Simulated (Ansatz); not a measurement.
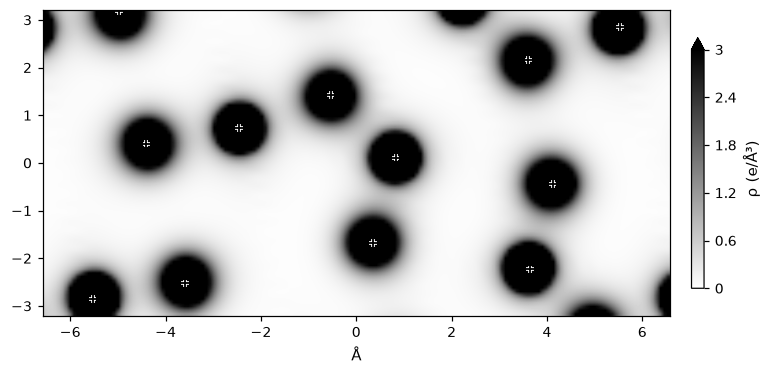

The valence charge density (pseudo) on a plane through atoms (crosses mark nuclei in the plane).

The calculation used DFT PBE, scalar-relativistic, plane waves, PAW (Ansatz 0.2.0).

Candidates:
A. SnO₂, a = 4.83 Å, b = 4.83 Å, c = 3.24 Å, α = 90.00°, β = 90.00°, γ = 90.00°. Space group P4₂/mnm; a structure from a database of computed crystals, not necessarily the ambient phase.
B. Ga₂O₃, a = 12.45 Å, b = 3.08 Å, c = 5.88 Å, α = 90.00°, β = 103.70°, γ = 90.00°. Space group C2/m; a structure from a database of computed crystals, not necessarily the ambient phase.
C. ZnS, a = 9.43 Å, b = 9.43 Å, c = 9.43 Å, α = 109.47°, β = 109.47°, γ = 109.47°. Space group F-43m; a structure from a database of computed crystals, not necessarily the ambient phase.

Which candidate gave the map?

Candidate B: Ga₂O₃ on the (010) plane of the conventional cell, which holds Ga and O. Ga–O (1.86 Å): ρ at the midpoint is about 0.81 e/Å³. Ga–O (1.97 Å): the density is about 0.62 e/Å³ at the midpoint.
